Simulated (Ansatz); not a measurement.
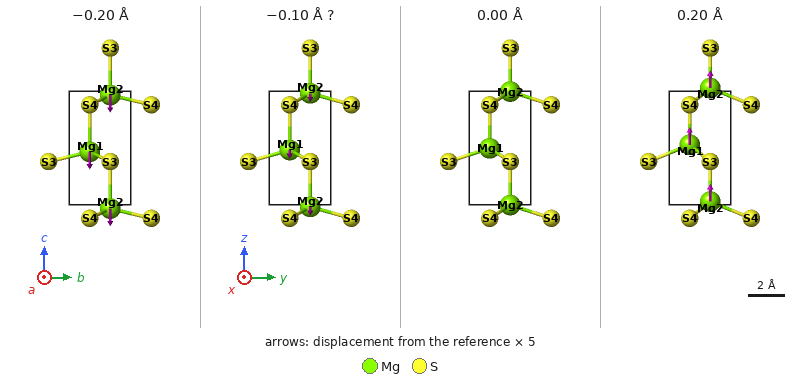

A crystal of MgS (P6_3mc): the whole Mg sublattice is shifted rigidly, along Cartesian [0 0 1], all else fixed. Style: ball-and-stick. Shown: the cell of the calculation, repeated 2 × 1 × 1 with one cell outlined, along the a axis. Purple arrows: displacements from the reference.

Level of theory: Ansatz 0.2.0, DFT PBEsol, scalar-relativistic, plane waves, PAW. (plane-wave cutoff 420 eV; k-point mesh 6 × 6 × 4; occupations gaussian; smearing width 0.05 eV; no spin polarisation). Energies (free energies at the smearing named) are counted from the cell as listed in its source, which wasn't relaxed.

```json
{"displacement (Å)": "−0.200", "energy change (meV/cell)": "156.3"}
{"displacement (Å)": "−0.150", "energy change (meV/cell)": "98.0"}
{"displacement (Å)": "−0.100", "energy change (meV/cell)": "?"}
{"displacement (Å)": "−0.050", "energy change (meV/cell)": "15.5"}
{"displacement (Å)": "0.000", "energy change (meV/cell)": "0.0"}
{"displacement (Å)": "0.050", "energy change (meV/cell)": "8.5"}
{"displacement (Å)": "0.100", "energy change (meV/cell)": "46.8"}
{"displacement (Å)": "0.150", "energy change (meV/cell)": "121.9"}
{"displacement (Å)": "0.175", "energy change (meV/cell)": "175.7"}
{"displacement (Å)": "0.200", "energy change (meV/cell)": "241.6"}
```

Fill in the missing row.

Answer. A straight line between the two neighbours gives 56.8 meV/cell. A cubic through the four nearest rows (−0.200, −0.150, −0.050, 0.000) gives, with Lagrange weights, (−0.1667)(156.3) + (0.6667)(98.0) + (0.6667)(15.5) + (−0.1667)(0.0) = 49.6 meV/cell. The calculation gives 49.7 meV/cell, so the cubic is 0.1 meV/cell too low and the straight line 7.1 meV/cell too high, as the curve bends upwards here.

The whole profile:

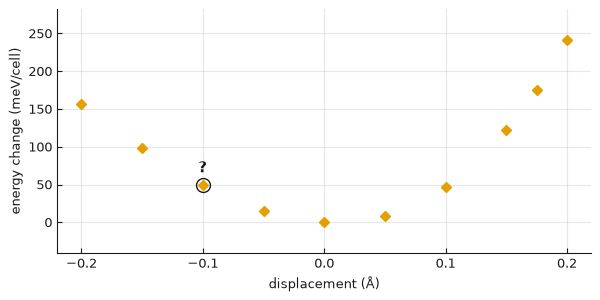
